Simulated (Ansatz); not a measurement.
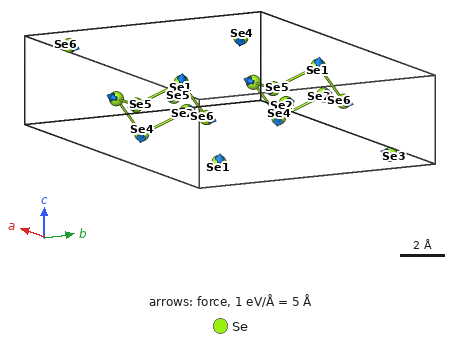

Starting geometry of solid Se (set up in R-3) with the computed forces as blue arrows. A ball-and-stick model of the conventional cell (3 times the calculation's cell), seen from a free direction. Lengths and directions refer to the drawn axes.

Level of theory: DFT r2SCAN, scalar-relativistic, plane waves, PAW (Ansatz 0.2.0). Settings: plane-wave cutoff 500 eV; k-point mesh 6 × 6 × 6; occupations gaussian; smearing width 0.02 eV; no spin polarisation; cell and atoms relaxed; force threshold 0.005 eV/Å; at most 80 steps.

Question: Is this structure relaxed? If not, where do the atoms go?

Answer: It isn't relaxed: the largest force vector, on Se atoms, is 0.11 eV/Å. The final displacements have little in common with the starting forces (cosine between the two patterns −0.13). Over 6 accepted moves (8 points after the start) the energy falls by 6.6 meV per atom. The largest force component goes from 0.1 to 0.0015 eV/Å. Pressure: 1.18 GPa at the start and 0.01 GPa at the end. The line search rejected the trial step at point 3 of the run. At 1 point the geometry stayed and the basis and grid were re-selected for the new cell (energy shift of 0.1 meV per atom at most each time). The largest moves relative to the cell, 0.048 Å, are those of Se1, Se2, Se3, Se4, Se5 and Se6. Se4 goes in a general direction near [−1 0 3]. The volume changes by +8.1 %, with a = b 11.362 → 11.364 Å (0.0 %), c 4.429 → 4.785 Å (+8.0 %). Near-neighbour distances that change, for instance: Se1–Se5 2.356 → 2.366 Å. The space group stays R-3 (No. 148). Cost: 5.9 min on 1 thread of Intel(R) Xeon(R) Platinum 8375C CPU @ 2.90GHz (Ice Lake), on a shared host, peak memory 1.2 GiB.
